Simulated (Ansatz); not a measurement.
System: zincblende BN, space group F-43m, 2 atoms in the primitive cell, relaxed with r2SCAN; unstrained, cubic a = 3.610 Å. The cell is strained along x with the other two lengths held; symmetry fixes the atoms. Points keep the names of the unstrained cell; those that the strain makes unlike carry their directions on the cubic axes x, y, z. Ansatz 0.2.0; PBE, Ansatz PAW set, no spin polarisation, no spin-orbit coupling, 12×12×12 k mesh, 420 eV cutoff, Fermi-Dirac smearing of 0.02 eV.

At 0 % the lowest conduction levels at the points plotted lie 4.48 eV (X [010]/[001]), 4.48 eV (X [100]) and 8.85 eV (Γ) above the valence top at Γ.

How does each level move from −2.05 % to +5.73 %?

X [010]/[001] falls by 0.56 eV, X [100] rises by 0.73 eV and Γ goes from 8.72 through a maximum of 8.85 eV near 0 % to 8.29 eV. Unstrained, the X points are equivalent. At +5.73 % the lowest conduction level is 3.93 eV at X [010]/[001] and 4.85 eV at X [100] above the valence top, a splitting of 0.92 eV, or 161 meV for each 1 % of strain on average.

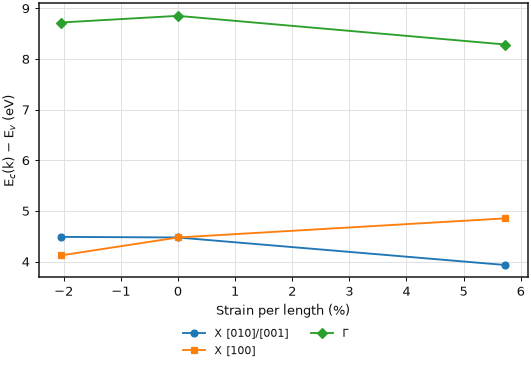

Lowest conduction level at each named k point, counted from the valence-band top at Γ.

```csv
strain,X [010]/[001] (eV),X [100] (eV),Γ (eV)
−2.05 %,4.49,4.12,8.72
0 %,4.48,4.48,8.85
+5.73 %,3.93,4.85,8.29
```

The strain splits the threefold valence top at Γ, and levels count from its highest part. LDA, GGA and most meta-GGA functionals understate gaps. The usual form of BN is layered hexagonal.
